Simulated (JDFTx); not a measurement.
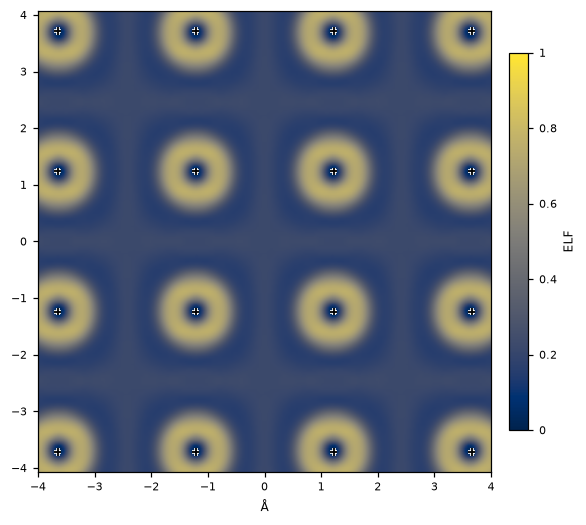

The ELF on a plane through atoms (crosses mark nuclei in the plane).

The calculation used Kohn-Sham DFT of a periodic cell, PBEsol, PseudoDojo-SR-PBEsol-0.4.1-standard (JDFTx).

Candidates:
A. CaSe, a = 5.87 Å, b = 5.87 Å, c = 5.87 Å, α = 90.00°, β = 90.00°, γ = 90.00°. Space group Fm-3m.
B. Cu, a = 2.44 Å, b = 2.48 Å, c = 4.16 Å, α = 90.00°, β = 107.04°, γ = 90.00°. Space group P-1; a structure from a database of computed crystals, not necessarily the ambient phase; changed on purpose from its base cell (atoms moved at random by about 0.05 A); not relaxed (largest force 0.7 eV/Å).
C. NaCl, a = 3.50 Å, b = 3.50 Å, c = 3.50 Å, α = 90.00°, β = 90.00°, γ = 90.00°. Space group Pm-3m; a structure from a database of computed crystals, not necessarily the ambient phase.

Which candidate gave the map?

Candidate B: Cu on the (001) plane of the conventional cell, which holds Cu. Cu–Cu (2.44 Å): the ELF is about 0.20 at the midpoint; no localised pair shows between them.
